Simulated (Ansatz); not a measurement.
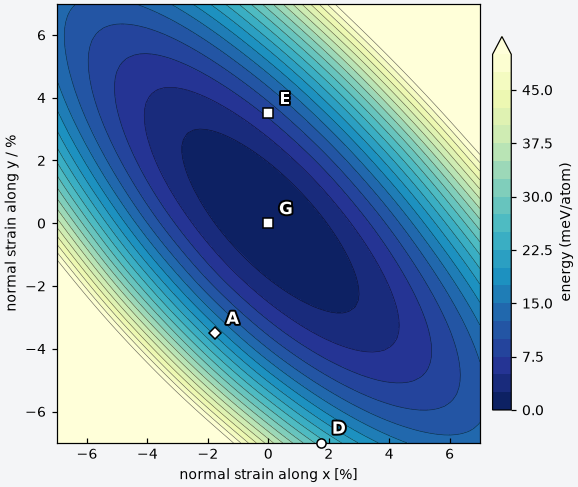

Ti (Fm-3m, No. 225; 1 atom in the cell). The energy is mapped over two homogeneous strains (x, y and z along the cube axes). Coordinates scanned: (1) normal strain along x; (2) normal strain along y. Nothing is relaxed (symmetry fixes all fractional coordinates). The scan uses a 9 × 9 grid; 45 points were computed and 36 follow by symmetry. Points are written as (first, second). Energies: meV/atom, counted from the lowest grid point. These are results of DFT LDA, scalar-relativistic, plane waves, PAW (Ansatz), not measurements. Settings: cutoff 520 eV, k-mesh 20×20×20, gaussian smearing 0.15 eV, no spin polarisation.

The picture shows filled contours, one colour for all values above the top of the scale, lettered points. Between grid points the surface is interpolated.

> What kind of point is each of A, E, G: minimum, saddle, maximum or slope?

A: on a slope; E: on a slope; G: minimum. (In these two coordinates alone; a stationary point may lie a little off the grid point.)

> Which space group has the cell at each letter?

A: Fmmm; D: Fmmm; E: I4/mmm; G: Fm-3m.

PAW datasets: the set soft_1.
